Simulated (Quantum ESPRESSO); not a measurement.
ZrSe$_{2}$: band-structure run (part 2 of 2)

The same run, continued: ZrSe$_{2}$ (P-3m1, 3 atoms in the cell); Kohn-Sham DFT of a periodic cell, PBE, PseudoDojo 0.4.1 SR PBE standard, no spin polarisation (Quantum ESPRESSO 7.5); cutoff 1170.09 eV, 8×8×5 k-mesh, fermi-dirac of 0.05 eV. The structure derives from an entry of the Crystallography Open Database.

Geometry of the input (Å; fractional positions):
```
3.7980  0.0000  0.0000
-1.8990  3.2892  0.0000
0.0000  0.0000  6.1920
Zr 0.0000  0.0000  0.0000
Se 0.6667  0.3333  0.7500
Se 0.3333  0.6667  0.2500
```

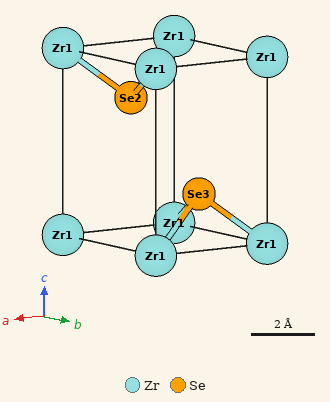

Fig. 1: The input geometry (ball-and-stick view of the cell of the calculation, seen at an oblique angle; atoms are numbered from 1 in the order of the input).

## What the program printed, continued
```
   -40.3843 -37.8797 -37.8795 -37.8792 -37.8774 -37.8698 -37.8698 -37.8696
   -37.8693 -37.8652 -37.8651 -18.4915 -18.4052 -18.3674  -3.3099  -2.8685
     4.7888   5.4985   6.4795   6.5255   7.9063   8.0523   9.6540  11.4960
    11.9829  13.4006  13.6752  15.0193  15.5295  18.5219  18.6242

          k = 0.0000 0.4330 0.2453 (  7022 PWs)   bands (ev):

   -40.3843 -37.8797 -37.8794 -37.8793 -37.8774 -37.8698 -37.8697 -37.8696
   -37.8694 -37.8652 -37.8651 -18.4915 -18.4053 -18.3674  -3.2888  -2.8900
     4.7229   5.3703   6.4714   6.7337   7.9983   8.1986   9.5749  11.5334
    11.9224  13.4717  13.4785  14.7570  15.2833  17.6714  19.4830

          k = 0.0000-0.5774 0.0000 (  7020 PWs)   bands (ev):

   -40.3829 -37.8797 -37.8795 -37.8790 -37.8770 -37.8698 -37.8697 -37.8696
   -37.8693 -37.8651 -37.8650 -18.5178 -18.3987 -18.3732  -3.1436  -2.8785
     4.5002   6.1565   6.4258   6.5832   6.9623   7.7272   9.6639  11.6023
    11.9422  13.9435  14.1505  15.0025  16.2709  17.5936  17.8814

          k = 0.0000-0.5774 0.1227 (  7026 PWs)   bands (ev):

   -40.3829 -37.8797 -37.8795 -37.8791 -37.8770 -37.8698 -37.8697 -37.8696
   -37.8693 -37.8651 -37.8650 -18.5178 -18.3987 -18.3732  -3.1815  -2.8337
     4.4710   5.7914   6.5161   6.5441   7.3957   7.8398   9.6246  11.6009
    11.9376  13.9356  14.0390  14.6956  15.8563  17.7412  18.2980

          k = 0.0000-0.5774 0.2453 (  7016 PWs)   bands (ev):

   -40.3829 -37.8798 -37.8794 -37.8792 -37.8769 -37.8698 -37.8697 -37.8696
   -37.8694 -37.8651 -37.8650 -18.5178 -18.3988 -18.3732  -3.2277  -2.7763
     4.4132   5.5320   6.4254   6.5710   8.0067   8.0077   9.4992  11.5980
    11.9286  13.6298  14.0966  14.5058  15.4149  16.6370  19.0789

          k = 0.1250 0.2165 0.0000 (  7055 PWs)   bands (ev):

   -40.3887 -37.8798 -37.8795 -37.8795 -37.8786 -37.8699 -37.8698 -37.8695
   -37.8695 -37.8654 -37.8652 -18.4264 -18.4043 -18.3523  -3.7400  -2.9152
     5.0257   5.9549   6.4456   6.9723   7.7820   8.7492  10.3497  10.8531
    11.3677  12.9929  13.3970  15.9593  16.4803  17.6169  18.3843

          k = 0.1250 0.2165 0.1227 (  7033 PWs)   bands (ev):

   -40.3887 -37.8797 -37.8796 -37.8794 -37.8786 -37.8699 -37.8698 -37.8695
   -37.8695 -37.8654 -37.8652 -18.4265 -18.4043 -18.3523  -3.6809  -2.9918
     5.1266   5.9729   6.4111   7.0059   7.7860   8.5519  10.4001  10.7646
    11.5529  13.0952  13.1452  16.1784  16.5020  17.6588  17.8864

          k = 0.1250 0.2165 0.2453 (  7037 PWs)   bands (ev):

   -40.3887 -37.8797 -37.8796 -37.8793 -37.8787 -37.8699 -37.8698 -37.8695
   -37.8695 -37.8653 -37.8653 -18.4266 -18.4043 -18.3523  -3.5420  -3.1584
     5.3473   5.8551   6.4447   7.1813   7.7301   8.1733  10.4720  10.7089
    11.8440  12.7655  13.2010  16.5296  16.6095  17.5308  17.6518

          k = 0.1250 0.3608 0.0000 (  7024 PWs)   bands (ev):

   -40.3853 -37.8797 -37.8795 -37.8793 -37.8776 -37.8699 -37.8698 -37.8695
   -37.8694 -37.8652 -37.8651 -18.4625 -18.4107 -18.3729  -3.3602  -2.9449
     5.4518   5.7472   5.9283   6.6163   7.2551   8.0496  10.2660  11.2452
    11.7908  12.9286  14.1168  16.4266  16.8504  17.2425  18.2729

          k = 0.1250 0.3608 0.1227 (  7025 PWs)   bands (ev):

   -40.3853 -37.8797 -37.8794 -37.8794 -37.8777 -37.8699 -37.8697 -37.8696
   -37.8694 -37.8652 -37.8651 -18.4625 -18.4107 -18.3729  -3.3557  -2.9460
     5.1947   5.5586   6.3314   6.5612   7.3990   8.2502  10.1472  11.3149
    11.9136  12.7683  13.7125  16.0160  16.3806  17.4965  18.5717

          k = 0.1250 0.3608 0.2453 (  7033 PWs)   bands (ev):

   -40.3853 -37.8797 -37.8795 -37.8793 -37.8776 -37.8699 -37.8697 -37.8695
   -37.8694 -37.8652 -37.8651 -18.4625 -18.4108 -18.3729  -3.2792  -3.0293
     5.1033   5.4202   6.5408   6.7717   7.4216   8.1610  10.1694  11.1868
    11.9100  13.0102  13.3287  15.8305  16.2355  18.0787  18.2214

          k = 0.1250 0.5052 0.0000 (  7036 PWs)   bands (ev):

   -40.3829 -37.8797 -37.8795 -37.8791 -37.8769 -37.8698 -37.8697 -37.8696
   -37.8693 -37.8651 -37.8650 -18.5028 -18.3992 -18.3882  -3.1128  -2.9111
     4.7570   5.8592   6.4300   6.5799   7.0701   7.3307  10.2251  11.5298
    11.8383  13.3530  14.0000  16.0184  16.2223  17.3059  18.6363

          k = 0.1250 0.5052 0.1227 (  7021 PWs)   bands (ev):

   -40.3829 -37.8797 -37.8795 -37.8792 -37.8769 -37.8698 -37.8697 -37.8696
   -37.8693 -37.8651 -37.8650 -18.5028 -18.3992 -18.3882  -3.1698  -2.8454
     4.6994   5.5646   6.4429   6.6690   7.2152   7.6808  10.0896  11.5877
    11.8388  13.2210  13.9565  15.4942  16.1950  17.1834  18.6529

          k = 0.1250 0.5052 0.2453 (  7026 PWs)   bands (ev):

   -40.3829 -37.8797 -37.8794 -37.8793 -37.8769 -37.8698 -37.8697 -37.8695
   -37.8694 -37.8651 -37.8651 -18.5027 -18.3993 -18.3882  -3.1874  -2.8234
     4.6557   5.4104   6.4055   6.7462   7.3743   7.9251   9.9579  11.5456
    11.7985  13.2817  14.1350  15.0335  15.7620  17.5290  18.2043

          k = 0.2500 0.4330 0.0000 (  7035 PWs)   bands (ev):

   -40.3829 -37.8797 -37.8793 -37.8793 -37.8769 -37.8698 -37.8697 -37.8696
   -37.8694 -37.8651 -37.8650 -18.4816 -18.4114 -18.3976  -3.0660  -2.9597
     5.1841   5.7088   6.1180   6.4649   6.7445   7.6363  10.6627  11.4889
    11.7360  12.8154  14.0253  15.9103  17.3486  18.2530  18.2855

          k = 0.2500 0.4330 0.1227 (  7019 PWs)   bands (ev):

   -40.3829 -37.8797 -37.8794 -37.8793 -37.8769 -37.8698 -37.8697 -37.8696
   -37.8694 -37.8651 -37.8650 -18.4816 -18.4114 -18.3976  -3.0680  -2.9569
     5.1499   5.5050   6.2566   6.6023   6.8193   7.6065  10.6541  11.2966
    11.7530  12.9540  14.0687  16.1776  16.7424  17.6579  18.5120

          k = 0.2500 0.4330 0.2453 (  7028 PWs)   bands (ev):

   -40.3829 -37.8797 -37.8794 -37.8793 -37.8768 -37.8698 -37.8697 -37.8695
   -37.8694 -37.8651 -37.8651 -18.4816 -18.4114 -18.3977  -3.0710  -2.9527
     5.1022   5.3049   6.4226   6.6615   7.0164   7.5761  10.6665  11.0052
    11.7603  13.2025  14.0779  16.1005  16.7059  17.5854  17.7387

          k = 0.2500 0.5774 0.0000 (  7034 PWs)   bands (ev):

   -40.3820 -37.8795 -37.8795 -37.8793 -37.8766 -37.8698 -37.8697 -37.8696
   -37.8694 -37.8651 -37.8650 -18.4826 -18.4317 -18.3947  -2.9841  -2.9162
     5.0623   5.5921   5.9678   6.7311   6.7359   7.3556  10.7375  11.6523
    11.6678  13.0705  13.4774  15.7238  17.3252  18.4143  18.5653

          k = 0.2500 0.5774 0.1227 (  7024 PWs)   bands (ev):

   -40.3820 -37.8796 -37.8795 -37.8793 -37.8765 -37.8698 -37.8697 -37.8696
   -37.8694 -37.8651 -37.8650 -18.4826 -18.4317 -18.3947  -3.0036  -2.8968
     5.0697   5.5121   5.9779   6.7907   6.8331   7.3051  10.6958  11.4967
    11.6405  13.1837  13.7701  15.9842  17.0436  17.6666  18.3982

          k = 0.2500 0.5774 0.2453 (  7022 PWs)   bands (ev):

   -40.3820 -37.8797 -37.8794 -37.8794 -37.8765 -37.8697 -37.8697 -37.8695
   -37.8694 -37.8651 -37.8650 -18.4826 -18.4317 -18.3948  -3.0251  -2.8755
     5.0664   5.4137   6.0798   6.6678   6.9926   7.3496  10.6097  11.3909
    11.4982  13.4645  14.2655  15.9247  16.7390  17.2993  18.0952

          k = 0.0000 0.1443-0.1227 (  7059 PWs)   bands (ev):

   -40.3911 -37.8798 -37.8796 -37.8794 -37.8793 -37.8699 -37.8699 -37.8695
   -37.8695 -37.8655 -37.8653 -18.4375 -18.3610 -18.3394  -3.9198  -2.9904
     4.8799   6.1229   6.4795   7.9130   8.4310   8.5610  10.1933  10.6439
    11.1400  12.9188  13.6474  15.0984  15.3942  18.0507  18.5576

          k = 0.0000 0.1443-0.2453 (  7053 PWs)   bands (ev):

   -40.3911 -37.8798 -37.8795 -37.8794 -37.8794 -37.8699 -37.8699 -37.8695
   -37.8695 -37.8654 -37.8653 -18.4376 -18.3610 -18.3394  -3.7699  -3.1877
     5.4447   5.9623   6.4898   7.6620   8.0379   8.4005  10.1782  10.6364
    11.4439  12.9139  13.7176  15.5533  15.9968  17.7527  18.2770

          k = 0.0000 0.2887-0.1227 (  7045 PWs)   bands (ev):

   -40.3877 -37.8797 -37.8797 -37.8792 -37.8783 -37.8699 -37.8698 -37.8695
   -37.8695 -37.8653 -37.8652 -18.4293 -18.4189 -18.3534  -3.5562  -3.0210
     5.3531   5.7687   6.5622   6.6354   7.8782   8.1037   9.9737  11.2171
    11.3563  13.3978  13.7315  15.7937  16.8800  17.9096  18.6001

          k = 0.0000 0.2887-0.2453 (  7038 PWs)   bands (ev):

   -40.3877 -37.8797 -37.8797 -37.8793 -37.8784 -37.8699 -37.8698 -37.8695
   -37.8695 -37.8653 -37.8652 -18.4293 -18.4190 -18.3534  -3.4245  -3.1692
     5.3271   5.7588   6.5955   6.7792   7.9380   7.9871   9.9317  11.2598
    11.5939  13.0121  13.5727  15.8166  16.6351  17.6039  18.8005

          k = 0.0000 0.4330-0.1227 (  7016 PWs)   bands (ev):

   -40.3843 -37.8798 -37.8796 -37.8791 -37.8773 -37.8699 -37.8697 -37.8695
   -37.8694 -37.8652 -37.8651 -18.4915 -18.4052 -18.3674  -3.1712  -3.0293
     4.9465   5.7961   6.4975   6.6082   7.2294   7.7535   9.7513  11.5139
    11.7135  13.9121  14.3318  14.9851  16.5799  17.4090  18.6167

          k = 0.0000 0.4330-0.2453 (  7022 PWs)   bands (ev):

   -40.3843 -37.8798 -37.8795 -37.8792 -37.8773 -37.8699 -37.8697 -37.8695
   -37.8694 -37.8652 -37.8651 -18.4915 -18.4053 -18.3674  -3.2089  -2.9836
     4.8185   5.4851   6.5146   6.7975   7.6637   7.9101   9.6683  11.5434
    11.7509  13.6080  14.0306  14.7659  15.9308  17.0339  19.5617

          k =-0.1250 0.3608-0.1227 (  7025 PWs)   bands (ev):

   -40.3853 -37.8797 -37.8795 -37.8792 -37.8776 -37.8699 -37.8697 -37.8695
   -37.8694 -37.8652 -37.8651 -18.4625 -18.4107 -18.3729  -3.2895  -3.0244
     5.4026   5.6225   6.2068   6.7552   7.2041   7.8343  10.3711  11.0369
    11.7924  13.1596  14.0200  16.0744  17.2789  17.8628  17.9781

          k =-0.1250 0.3608-0.2453 (  7033 PWs)   bands (ev):

   -40.3853 -37.8797 -37.8796 -37.8793 -37.8776 -37.8699 -37.8697 -37.8695
   -37.8695 -37.8652 -37.8651 -18.4625 -18.4108 -18.3729  -3.1829  -3.1332
     5.1965   5.4540   6.5478   6.8781   7.2891   7.8804  10.3126  11.0221
    11.8490  13.1624  13.5408  16.0036  16.7447  17.6795  18.3206

          k =-0.1250 0.5052-0.1227 (  7021 PWs)   bands (ev):

   -40.3829 -37.8797 -37.8795 -37.8791 -37.8769 -37.8698 -37.8697 -37.8695
   -37.8693 -37.8651 -37.8650 -18.5028 -18.3992 -18.3882  -3.0959  -2.9291
     4.7543   5.7436   6.5083   6.6415   7.0816   7.3609  10.2152  11.4452
    11.8113  13.3933  14.2867  15.3770  16.5987  17.5260  18.0913

          k =-0.1250 0.5052-0.2453 (  7026 PWs)   bands (ev):

   -40.3829 -37.8797 -37.8794 -37.8792 -37.8769 -37.8698 -37.8697 -37.8695
   -37.8694 -37.8651 -37.8650 -18.5027 -18.3993 -18.3882  -3.1537  -2.8632
     4.6883   5.4907   6.4561   6.7048   7.3186   7.7297  10.0515  11.4517
    11.7945  13.3138  14.5389  14.8951  16.0147  17.2010  18.6122

     the Fermi energy is     9.2819 ev

!    total energy              =    -586.48250080 Ry
     estimated scf accuracy    <          1.5E-11 Ry
     smearing contrib. (-TS)   =      -0.00002917 Ry
     internal energy E=F+TS    =    -586.48247164 Ry

     The total energy is F=E-TS. E is the sum of the following terms:
     one-electron contribution =    -323.38614096 Ry
     hartree contribution      =     171.57773178 Ry
     xc contribution           =    -116.91726845 Ry
     ewald contribution        =    -317.75679400 Ry

     convergence has been achieved in  10 iterations

     Forces acting on atoms (cartesian axes, Ry/au):

     atom    1 type  1   force =    -0.00000000    0.00000000    0.00000000
     atom    2 type  2   force =     0.00000000    0.00000000   -0.01119565
     atom    3 type  2   force =     0.00000000    0.00000000    0.01119565

     Total force =     0.015833     Total SCF correction =     0.000025

     Computing stress (Cartesian axis) and pressure

          total   stress  (Ry/bohr**3)                   (kbar)     P=       19.66
   0.00009580  -0.00000000   0.00000000           14.09       -0.00        0.00
   0.00000000   0.00009580   0.00000000            0.00       14.09        0.00
   0.00000000   0.00000000   0.00020929            0.00        0.00       30.79

=------------------------------------------------------------------------------=
   JOB DONE.
=------------------------------------------------------------------------------=
```

## File pp_density.out
```
This program is part of the open-source Quantum ESPRESSO suite
     for quantum simulation of materials; please cite
         "P. Giannozzi et al., J. Phys.:Condens. Matter 21 395502 (2009);
         "P. Giannozzi et al., J. Phys.:Condens. Matter 29 465901 (2017);
         "P. Giannozzi et al., J. Chem. Phys. 152 154105 (2020);
          URL
     in publications or presentations arising from this work. More details at

     ./tmp/pwscf.save/

     IMPORTANT: XC functional enforced from input :
     Exchange-correlation= PBE
                           (   1   4   3   4   0   0   0)
     Any further DFT definition will be discarded
     Please, verify this is what you really want

     G-vector sticks info
     --------------------
     sticks:   dense  smooth     PW     G-vecs:    dense   smooth      PW
     Sum        1225    1225    349                56217    56217    8497

     Using Slab Decomposition

     Calling punch_plot, plot_num =   0
     Writing data to file  density.dat
     Reading data from file  density.dat

     Writing data to be plotted to file density.cube
     Plot Type: 3D                     Output format: Gaussian cube

=------------------------------------------------------------------------------=
   JOB DONE.
=------------------------------------------------------------------------------=
```

## File pp_potential.out
```
This program is part of the open-source Quantum ESPRESSO suite
     for quantum simulation of materials; please cite
         "P. Giannozzi et al., J. Phys.:Condens. Matter 21 395502 (2009);
         "P. Giannozzi et al., J. Phys.:Condens. Matter 29 465901 (2017);
         "P. Giannozzi et al., J. Chem. Phys. 152 154105 (2020);
          URL
     in publications or presentations arising from this work. More details at

     ./tmp/pwscf.save/

     IMPORTANT: XC functional enforced from input :
     Exchange-correlation= PBE
                           (   1   4   3   4   0   0   0)
     Any further DFT definition will be discarded
     Please, verify this is what you really want

     G-vector sticks info
     --------------------
     sticks:   dense  smooth     PW     G-vecs:    dense   smooth      PW
     Sum        1225    1225    349                56217    56217    8497

     Using Slab Decomposition

     Calling punch_plot, plot_num =  11
     Writing data to file  potential.dat
     Reading data from file  potential.dat

     Writing data to be plotted to file potential.cube
     Plot Type: 3D                     Output format: Gaussian cube

=------------------------------------------------------------------------------=
   JOB DONE.
=------------------------------------------------------------------------------=
```

## File pp_elf.out
```
This program is part of the open-source Quantum ESPRESSO suite
     for quantum simulation of materials; please cite
         "P. Giannozzi et al., J. Phys.:Condens. Matter 21 395502 (2009);
         "P. Giannozzi et al., J. Phys.:Condens. Matter 29 465901 (2017);
         "P. Giannozzi et al., J. Chem. Phys. 152 154105 (2020);
          URL
     in publications or presentations arising from this work. More details at

     ./tmp/pwscf.save/

     IMPORTANT: XC functional enforced from input :
     Exchange-correlation= PBE
                           (   1   4   3   4   0   0   0)
     Any further DFT definition will be discarded
     Please, verify this is what you really want

     G-vector sticks info
     --------------------
     sticks:   dense  smooth     PW     G-vecs:    dense   smooth      PW
     Sum        1225    1225    349                56217    56217    8497

     Using Slab Decomposition

     Calling punch_plot, plot_num =   8
     Message from routine do_elf_kin:
     elf/kin + US not fully implemented
     Writing data to file  elf.dat
     Reading data from file  elf.dat

     Writing data to be plotted to file elf.cube
     Plot Type: 3D                     Output format: Gaussian cube

=------------------------------------------------------------------------------=
   JOB DONE.
=------------------------------------------------------------------------------=
```

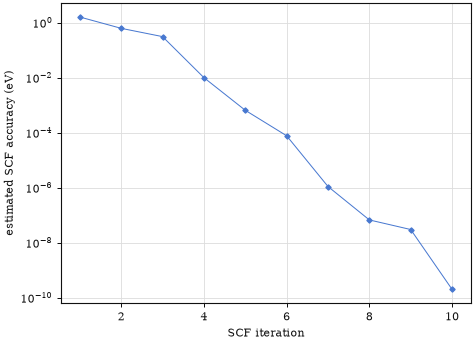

Fig. 2: Convergence of the self-consistent field: estimated SCF accuracy against the iteration. The field takes 10 iterations in all.

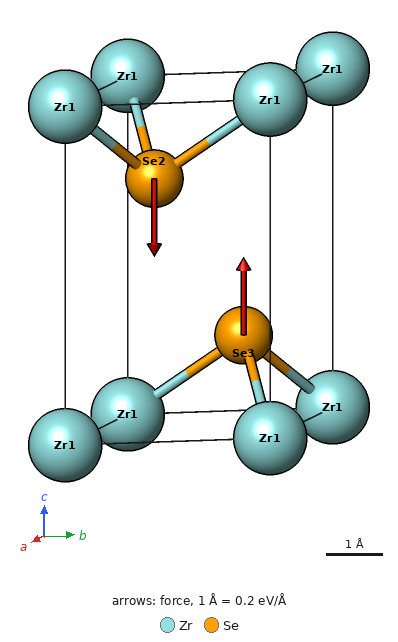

Fig. 3: Forces on the atoms as red arrows (ball-and-stick view of the cell of the calculation, seen slightly off an axis; atoms are numbered from 1 in the order of the input). The largest act on Se2, Se3 (0.29 eV/Å). The geometry is not a stationary point of this energy.

## Key numbers

```tsv
quantity	value
outcome	converged
space group (tolerance 0.01 Å)	P-3m1 (164)
electrons treated	44
free energy	−7979.5009 eV
Fermi energy of the self-consistent step	9.282 eV
gap on the k-point mesh	0.40 eV
gap on the band path	0.36 eV
pressure	1.97 GPa
largest force (length of the vector)	0.288 eV/Å
wall time	4.6 min
peak memory	0.25 GiB
```
